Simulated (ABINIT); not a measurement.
Geometry relaxation of Pb (part 2 of 2)

Pb (Fm-3m, 1 atom in the cell); Kohn-Sham DFT of a periodic cell, LDA, PseudoDojo NC SR LDA v0.4.1 standard, no spin polarisation (ABINIT 10.8.3); cutoff 761.92 eV, 7×7×7 k-mesh, fermi-dirac of 0.05 eV. The structure derives from an entry of the Crystallography Open Database.

Geometry of the input (Å; fractional positions):
```
0.0000  2.4750  2.4750
2.4750  0.0000  2.4750
2.4750  2.4750  0.0000
Pb 0.0000  0.0000  0.0000
```

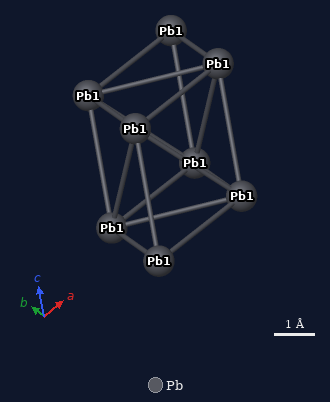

The geometry at step 2 of the log (ball-and-stick view of the cell of the calculation, seen slightly off an axis; atoms are numbered from 1 in the order of the input).

### Output, continued
```
 Cartesian coordinates (xcart) [bohr]
  0.00000000000000E+00  0.00000000000000E+00  0.00000000000000E+00
 Reduced coordinates (xred)
  0.00000000000000E+00  0.00000000000000E+00  0.00000000000000E+00
 Cartesian forces (fcart) [Ha/bohr]; max,rms= 0.00000E+00 0.00000E+00 (free atoms)
 -0.00000000000000E+00 -0.00000000000000E+00 -0.00000000000000E+00
 Gradient of E wrt nuclear positions in reduced coordinates (gred)
  0.00000000000000E+00  0.00000000000000E+00  0.00000000000000E+00
 Scale of Primitive Cell (acell) [bohr]
  6.60395895025510E+00  6.60395895025510E+00  6.60395895025510E+00
 Real space primitive translations (rprimd) [bohr]
  0.00000000000000E+00  4.66970415640298E+00  4.66970415640298E+00
  4.66970415640297E+00  0.00000000000000E+00  4.66970415640297E+00
  4.66970415640297E+00  4.66970415640297E+00  0.00000000000000E+00
 Unitary Cell Volume (ucvol) [Bohr^3]=  2.03656416311816E+02
 Angles (23,13,12)= [degrees]
  6.00000000000000E+01  6.00000000000000E+01  6.00000000000000E+01
 Lengths [Bohr]
  6.60395895025510E+00  6.60395895025510E+00  6.60395895025510E+00
 Stress tensor in cartesian coordinates (strten) [Ha/bohr^3]
  4.54889207365302E-05  0.00000000000000E+00  0.00000000000000E+00
  0.00000000000000E+00  4.54889207365319E-05  0.00000000000000E+00
  0.00000000000000E+00  0.00000000000000E+00  4.54889207365181E-05
 Total energy (etotal) [Ha]= -7.02618987281637E+01

 Difference of energy with previous step (new-old):
           Absolute (Ha)=-4.77003E-05
           Relative     =-6.78894E-07

--- Iteration: ( 3/50) Internal Cycle: (1/1)
--------------------------------------------------------------------------------

---SELF-CONSISTENT-FIELD CONVERGENCE--------------------------------------------

--- !BeginCycle
iteration_state: {dtset: 1, itime: 3, icycle: 1, }
solver: {iscf: 7, nstep: 80, nline: 4, wfoptalg: 0, }
tolerances: {tolvrs: 1.00E-12, }
...

     iter   Etot(hartree)      deltaE(h)  residm     vres2
 ETOT  1  -70.259080029788    -7.026E+01 3.541E-03 2.699E+01
 ETOT  2  -70.261905502786    -2.825E-03 4.944E-05 4.998E-01
 ETOT  3  -70.262014071788    -1.086E-04 8.250E-06 1.062E-01
 ETOT  4  -70.262026645300    -1.257E-05 1.166E-05 8.228E-04
 ETOT  5  -70.262026707073    -6.177E-08 1.098E-07 1.289E-05
 ETOT  6  -70.262026707952    -8.791E-10 1.798E-07 5.448E-08
 ETOT  7  -70.262026707957    -4.960E-12 1.895E-09 3.306E-10
 ETOT  8  -70.262026707956     7.816E-13 2.122E-09 1.252E-12
 ETOT  9  -70.262026707957    -2.984E-13 1.345E-10 2.254E-15

 At SCF step    9       vres2   =  2.25E-15 < tolvrs=  1.00E-12 =>converged.

 Cartesian components of stress tensor (hartree/bohr^3)
  sigma(1 1)= -2.65475156E-06  sigma(3 2)=  0.00000000E+00
  sigma(2 2)= -2.65475156E-06  sigma(3 1)=  0.00000000E+00
  sigma(3 3)= -2.65475156E-06  sigma(2 1)=  0.00000000E+00

--- !ResultsGS
iteration_state: {dtset: 1, itime: 3, icycle: 1, }
comment   : Summary of ground state results
lattice_vectors:
- [  0.0000000,   4.6250428,   4.6250428, ]
- [  4.6250428,   0.0000000,   4.6250428, ]
- [  4.6250428,   4.6250428,   0.0000000, ]
lattice_lengths: [   6.54080,    6.54080,    6.54080, ]
lattice_angles: [ 60.000,  60.000,  60.000, ] # degrees, (23, 13, 12)
lattice_volume:   1.9786878E+02
convergence: {deltae: -2.984E-13, res2:  2.254E-15, residm:  1.345E-10, diffor: null, }
etotal    :  -7.02620267E+01
entropy   :   0.00000000E+00
fermie    :   1.99717055E-01
cartesian_stress_tensor: # hartree/bohr^3
- [ -2.65475156E-06,   0.00000000E+00,   0.00000000E+00, ]
- [  0.00000000E+00,  -2.65475156E-06,   0.00000000E+00, ]
- [  0.00000000E+00,   0.00000000E+00,  -2.65475156E-06, ]
pressure_GPa:   7.8105E-02
xred      :
- [  0.0000E+00,   0.0000E+00,   0.0000E+00, Pb]
cartesian_forces: # hartree/bohr
- [ -0.00000000E+00,  -0.00000000E+00,  -0.00000000E+00, ]
force_length_stats: {min:   0.00000000E+00, max:   0.00000000E+00, mean:   0.00000000E+00, }
...

 Integrated electronic density in atomic spheres:
 ------------------------------------------------
 Atom  Sphere_radius  Integrated_density
    1        2.00000         10.07587077

---OUTPUT-----------------------------------------------------------------------

 Cartesian coordinates (xcart) [bohr]
  0.00000000000000E+00  0.00000000000000E+00  0.00000000000000E+00
 Reduced coordinates (xred)
  0.00000000000000E+00  0.00000000000000E+00  0.00000000000000E+00
 Cartesian forces (fcart) [Ha/bohr]; max,rms= 0.00000E+00 0.00000E+00 (free atoms)
 -0.00000000000000E+00 -0.00000000000000E+00 -0.00000000000000E+00
 Gradient of E wrt nuclear positions in reduced coordinates (gred)
  0.00000000000000E+00  0.00000000000000E+00  0.00000000000000E+00
 Scale of Primitive Cell (acell) [bohr]
  6.54079828539900E+00  6.54079828539900E+00  6.54079828539900E+00
 Real space primitive translations (rprimd) [bohr]
  0.00000000000000E+00  4.62504282197898E+00  4.62504282197898E+00
  4.62504282197898E+00  0.00000000000000E+00  4.62504282197898E+00
  4.62504282197898E+00  4.62504282197898E+00  0.00000000000000E+00
 Unitary Cell Volume (ucvol) [Bohr^3]=  1.97868777234250E+02
 Angles (23,13,12)= [degrees]
  6.00000000000000E+01  6.00000000000000E+01  6.00000000000000E+01
 Lengths [Bohr]
  6.54079828539900E+00  6.54079828539900E+00  6.54079828539900E+00
 Stress tensor in cartesian coordinates (strten) [Ha/bohr^3]
 -2.65475155538861E-06  0.00000000000000E+00  0.00000000000000E+00
  0.00000000000000E+00 -2.65475155538514E-06  0.00000000000000E+00
  0.00000000000000E+00  0.00000000000000E+00 -2.65475155539208E-06
 Total energy (etotal) [Ha]= -7.02620267079565E+01

 Difference of energy with previous step (new-old):
           Absolute (Ha)=-1.27980E-04
           Relative     =-1.82147E-06

--- Iteration: ( 4/50) Internal Cycle: (1/1)
--------------------------------------------------------------------------------

---SELF-CONSISTENT-FIELD CONVERGENCE--------------------------------------------

--- !BeginCycle
iteration_state: {dtset: 1, itime: 4, icycle: 1, }
solver: {iscf: 7, nstep: 80, nline: 4, wfoptalg: 0, }
tolerances: {tolvrs: 1.00E-12, }
...

     iter   Etot(hartree)      deltaE(h)  residm     vres2
 ETOT  1  -70.262018290910    -7.026E+01 2.994E-09 7.974E-02
 ETOT  2  -70.262026724492    -8.434E-06 1.577E-07 1.529E-03
 ETOT  3  -70.262027061587    -3.371E-07 1.705E-08 3.102E-04
 ETOT  4  -70.262027098458    -3.687E-08 4.986E-08 2.437E-06
 ETOT  5  -70.262027098631    -1.726E-10 2.989E-10 3.955E-08
 ETOT  6  -70.262027098635    -4.249E-12 3.651E-10 1.793E-10
 ETOT  7  -70.262027098632     3.027E-12 7.019E-12 1.103E-12
 ETOT  8  -70.262027098634    -2.288E-12 3.205E-12 4.015E-15

 At SCF step    8       vres2   =  4.01E-15 < tolvrs=  1.00E-12 =>converged.

 Cartesian components of stress tensor (hartree/bohr^3)
  sigma(1 1)=  1.22145359E-07  sigma(3 2)=  0.00000000E+00
  sigma(2 2)=  1.22145359E-07  sigma(3 1)=  0.00000000E+00
  sigma(3 3)=  1.22145359E-07  sigma(2 1)=  0.00000000E+00

--- !ResultsGS
iteration_state: {dtset: 1, itime: 4, icycle: 1, }
comment   : Summary of ground state results
lattice_vectors:
- [  0.0000000,   4.6274393,   4.6274393, ]
- [  4.6274393,   0.0000000,   4.6274393, ]
- [  4.6274393,   4.6274393,   0.0000000, ]
lattice_lengths: [   6.54419,    6.54419,    6.54419, ]
lattice_angles: [ 60.000,  60.000,  60.000, ] # degrees, (23, 13, 12)
lattice_volume:   1.9817652E+02
convergence: {deltae: -2.288E-12, res2:  4.015E-15, residm:  3.205E-12, diffor: null, }
etotal    :  -7.02620271E+01
entropy   :   0.00000000E+00
fermie    :   1.99104392E-01
cartesian_stress_tensor: # hartree/bohr^3
- [  1.22145359E-07,   0.00000000E+00,   0.00000000E+00, ]
- [  0.00000000E+00,   1.22145359E-07,   0.00000000E+00, ]
- [  0.00000000E+00,   0.00000000E+00,   1.22145359E-07, ]
pressure_GPa:  -3.5936E-03
xred      :
- [  0.0000E+00,   0.0000E+00,   0.0000E+00, Pb]
cartesian_forces: # hartree/bohr
- [ -0.00000000E+00,  -0.00000000E+00,  -0.00000000E+00, ]
force_length_stats: {min:   0.00000000E+00, max:   0.00000000E+00, mean:   0.00000000E+00, }
...

 Integrated electronic density in atomic spheres:
 ------------------------------------------------
 Atom  Sphere_radius  Integrated_density
    1        2.00000         10.07981368

---OUTPUT-----------------------------------------------------------------------

 Cartesian coordinates (xcart) [bohr]
  0.00000000000000E+00  0.00000000000000E+00  0.00000000000000E+00
 Reduced coordinates (xred)
  0.00000000000000E+00  0.00000000000000E+00  0.00000000000000E+00
 Cartesian forces (fcart) [Ha/bohr]; max,rms= 0.00000E+00 0.00000E+00 (free atoms)
 -0.00000000000000E+00 -0.00000000000000E+00 -0.00000000000000E+00
 Gradient of E wrt nuclear positions in reduced coordinates (gred)
  0.00000000000000E+00  0.00000000000000E+00  0.00000000000000E+00
 Scale of Primitive Cell (acell) [bohr]
  6.54418744201419E+00  6.54418744201419E+00  6.54418744201419E+00
 Real space primitive translations (rprimd) [bohr]
  0.00000000000000E+00  4.62743931760408E+00  4.62743931760408E+00
  4.62743931760408E+00  0.00000000000000E+00  4.62743931760408E+00
  4.62743931760408E+00  4.62743931760408E+00  0.00000000000000E+00
 Unitary Cell Volume (ucvol) [Bohr^3]=  1.98176517567781E+02
 Angles (23,13,12)= [degrees]
  6.00000000000000E+01  6.00000000000000E+01  6.00000000000000E+01
 Lengths [Bohr]
  6.54418744201419E+00  6.54418744201419E+00  6.54418744201419E+00
 Stress tensor in cartesian coordinates (strten) [Ha/bohr^3]
  1.22145359326975E-07  0.00000000000000E+00  0.00000000000000E+00
  0.00000000000000E+00  1.22145359330444E-07  0.00000000000000E+00
  0.00000000000000E+00  0.00000000000000E+00  1.22145359323506E-07
 Total energy (etotal) [Ha]= -7.02620270986342E+01

 Difference of energy with previous step (new-old):
           Absolute (Ha)=-3.90678E-07
           Relative     =-5.56030E-09

 At Broyd/MD step   4, gradients are converged :
  max grad (force/stress) = 1.2215E-05 < tolmxf= 2.0000E-05 ha/bohr (free atoms)

================================================================================

 ----iterations are completed or convergence reached----

 Mean square residual over all n,k,spin=   15.723E-15; max=  32.051E-13
 reduced coordinates (array xred) for    1 atoms
       0.000000000000      0.000000000000      0.000000000000
 rms dE/dt=  0.0000E+00; max dE/dt=  0.0000E+00; dE/dt below (all hartree)
    1       0.000000000000      0.000000000000      0.000000000000

 cartesian coordinates (angstrom) at end:
    1      0.00000000000000     0.00000000000000     0.00000000000000

 cartesian forces (hartree/bohr) at end:
    1     -0.00000000000000    -0.00000000000000    -0.00000000000000
 frms,max,avg= 0.0000000E+00 0.0000000E+00   0.000E+00  0.000E+00  0.000E+00 h/b

 cartesian forces (eV/Angstrom) at end:
    1     -0.00000000000000    -0.00000000000000    -0.00000000000000
 frms,max,avg= 0.0000000E+00 0.0000000E+00   0.000E+00  0.000E+00  0.000E+00 e/A
 length scales=  6.544187442014  6.544187442014  6.544187442014 bohr
              =  3.463034855842  3.463034855842  3.463034855842 angstroms
 Fermi (or HOMO) energy (hartree) =   0.19910   Average Vxc (hartree)=  -0.40339
 Eigenvalues (hartree) for nkpt=  20  k points:
 kpt#   1, nband= 11, wtk=  0.00292, kpt=  0.0000  0.0000  0.0000 (reduced coord)
  -0.42322   -0.42322   -0.42322   -0.41743   -0.41743   -0.24026    0.48077    0.48077
   0.48077    0.57672    0.63482
      occupation numbers for kpt#   1
   2.00000    2.00000    2.00000    2.00000    2.00000    2.00000    0.00000    0.00000
   0.00000    0.00000    0.00000
 prteigrs : prtvol=0 or 1, do not print more k-points.

--- !EnergyTerms
iteration_state     : {dtset: 1, itime: 4, icycle: 1, }
comment             : Components of total free energy in Hartree
kinetic             :  3.44025609696391E+01
hartree             :  1.22988036707087E+01
xc                  : -1.97527431123601E+01
Ewald energy        : -4.85491491540286E+01
psp_core            :  3.11832661261468E+00
local_psp           : -3.75855620898432E+01
non_local_psp       : -1.41941427580388E+01
internal            : -7.02619058613083E+01
'-kT*entropy'       : -1.21237325960867E-04
total_energy        : -7.02620270986342E+01
total_energy_eV     : -1.91192715780652E+03
band_energy         : -4.15307875337491E+00
...

 Cartesian components of stress tensor (hartree/bohr^3)
  sigma(1 1)=  1.22145359E-07  sigma(3 2)=  0.00000000E+00
  sigma(2 2)=  1.22145359E-07  sigma(3 1)=  0.00000000E+00
  sigma(3 3)=  1.22145359E-07  sigma(2 1)=  0.00000000E+00

-Cartesian components of stress tensor (GPa)         [Pressure= -3.5936E-03 GPa]
- sigma(1 1)=  3.59364054E-03  sigma(3 2)=  0.00000000E+00
- sigma(2 2)=  3.59364054E-03  sigma(3 1)=  0.00000000E+00
- sigma(3 3)=  3.59364054E-03  sigma(2 1)=  0.00000000E+00

== END DATASET(S) ==============================================================
================================================================================

 -outvars: echo values of variables after computation  --------
            acell      6.5441874420E+00  6.5441874420E+00  6.5441874420E+00 Bohr
           etotal     -7.0262027099E+01
            fcart     -0.0000000000E+00 -0.0000000000E+00 -0.0000000000E+00
            rprim      0.0000000000E+00  7.0710678119E-01  7.0710678119E-01
                       7.0710678119E-01  0.0000000000E+00  7.0710678119E-01
                       7.0710678119E-01  7.0710678119E-01  0.0000000000E+00
           strten      1.2214535933E-07  1.2214535933E-07  1.2214535932E-07
                       0.0000000000E+00  0.0000000000E+00  0.0000000000E+00
 Calculation completed.
```

### Trajectory as extended XYZ (Å, eV, eV/Å), 4 frames, from step=0 to step=3
```
1
Lattice="0.0000 2.4750 2.4750 2.4750 0.0000 2.4750 2.4750 2.4750 0.0000" Properties=species:S:1:pos:R:3:forces:R:3 step=0 energy=-1911.92237
Pb    0.0000    0.0000    0.0000    0.0000   0.0000   0.0000
1
Lattice="0.0000 2.4711 2.4711 2.4711 0.0000 2.4711 2.4711 2.4711 0.0000" Properties=species:S:1:pos:R:3:forces:R:3 step=1 energy=-1911.92367
Pb    0.0000    0.0000    0.0000    0.0000   0.0000   0.0000
1
Lattice="0.0000 2.4475 2.4475 2.4475 0.0000 2.4475 2.4475 2.4475 0.0000" Properties=species:S:1:pos:R:3:forces:R:3 step=2 energy=-1911.92715
Pb    0.0000    0.0000    0.0000    0.0000   0.0000   0.0000
1
Lattice="0.0000 2.4487 2.4487 2.4487 0.0000 2.4487 2.4487 2.4487 0.0000" Properties=species:S:1:pos:R:3:forces:R:3 step=3 energy=-1911.92716
Pb    0.0000    0.0000    0.0000    0.0000   0.0000   0.0000
```

### Summary

- outcome: converged
- space group (tolerance 0.01 Å): Fm-3m (225)
- electrons treated: 14
- free energy: −1911.9272 eV
- Fermi energy: 5.418 eV
- gap on the k-point mesh: none (metallic)
- pressure: 0.00 GPa
- final volume: 29.37 Å³
- largest force (length of the vector) at the end: under 0.001 eV/Å
- final cell: a = 3.463 Å, b = 3.463 Å, c = 3.463 Å, α = 60.00°, β = 60.00°, γ = 60.00°
- hardware: 4 threads of Intel Xeon (Granite Rapids), 32 GiB of memory available, shared host
- wall time: 7.5 s (CPU time 29 s)
- peak memory: 0.28 GiB

### Notes

Spin–orbit coupling is left out, which matters for Pb.
